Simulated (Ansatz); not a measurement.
Input file:

```
crystal:
  lattice:
    - [4.738, 0.0, 0.0]
    - [0.0, 4.738, 0.0]
    - [0.0, 0.0, 3.1865]
  atoms:
    - { symbol: Sn, position: [0.0, 0.0, 0.0] }
    - { symbol: Sn, position: [0.5, 0.5, 0.5] }
    - { symbol: O, position: [0.3071, 0.3071, 0.0] }
    - { symbol: O, position: [0.1929, 0.8071, 0.5] }
    - { symbol: O, position: [0.6929, 0.6929, 0.0] }
    - { symbol: O, position: [0.8071, 0.1929, 0.5] }
basis:
  ecutwfc: 500
  fft_grid_basis: typed
kpoints:
  mp_grid: { grid: [6, 6, 8] }
hamiltonian:
  xc: pbe
scf:
  occupations: { method: gaussian, width: 0.05 }
  n_extra_bands: 6
output:
  forces: true
  stress: false
  eigenvalues: true
  bader: false
  write_density: false
  volumetric_format: npy
  band_densities:
    - { e_range: [-1.24, -0.63] }
    - { e_range: [0.63, 1.24] }
    - { e_range: [-8.77, -6.05] }
    - { e_range: [-6.05, -3.34] }
    - { e_range: [-8.78, -0.61] }
    - { e_range: [-19.6, -15.9] }
    - { e_range: [-21.79, -20.39] }
  dos:
    e_range: [-30, 8]
    de: 0.02
    method: { smearing: { sigma: 0.03, scheme: gaussian } }
    projected: { site_lists: { O: [O], Sn: [Sn] } }
checkpoint:
  read: start.run
  write: ck
  compress: false
  write_wavefunctions: false
  write_every: 100000
```

Run with:

```sh
ansatz run input.yaml --threads 2 --pin off --max-ram 4096MiB --backend cpu --events-out ev --progress --plain --runs-dir out
```

The picture shows the conventional cell (a = 4.74 Å, b = 4.74 Å, c = 3.19 Å, α = 90.00°, β = 90.00°, γ = 90.00°).

Space group P4_2/mnm; the calculation finds a residual pressure of about 11 GPa at this fixed cell.

Method: DFT PBE, scalar-relativistic, plane waves, PAW in Ansatz 0.2.0.

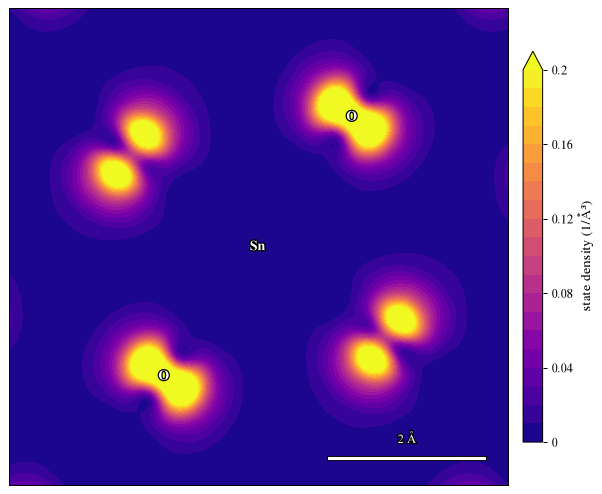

SnO$_{2}$. Density of the Kohn–Sham states from −0.6 to 0.0 eV about the valence-band maximum (the top of the valence band), scaled to one electron a cell: a map on the (111) plane of the conventional cell.

In a PAW calculation such maps are meaningful between the atoms, not at the nuclei.

> What is the character of these states?

Projected on a minimal set of atomic orbitals (Löwdin), they are O 2p (over 95 %).
- In space (atomic cells sized by Bader volumes) the density divides as O over 95 % and Sn little.
- It nearly vanishes midway along the shortest O–Sn contact.
- It nearly vanishes midway along the shortest Sn–Sn contact.
- Little of the density lies between the atoms' surroundings.

Cost of the run: 4.3 s on 2 threads of Intel(R) Xeon(R) Platinum 8259CL CPU @ 2.50GHz (Skylake/Cascade Lake), with other jobs on the host, peak memory 0.46 GiB.
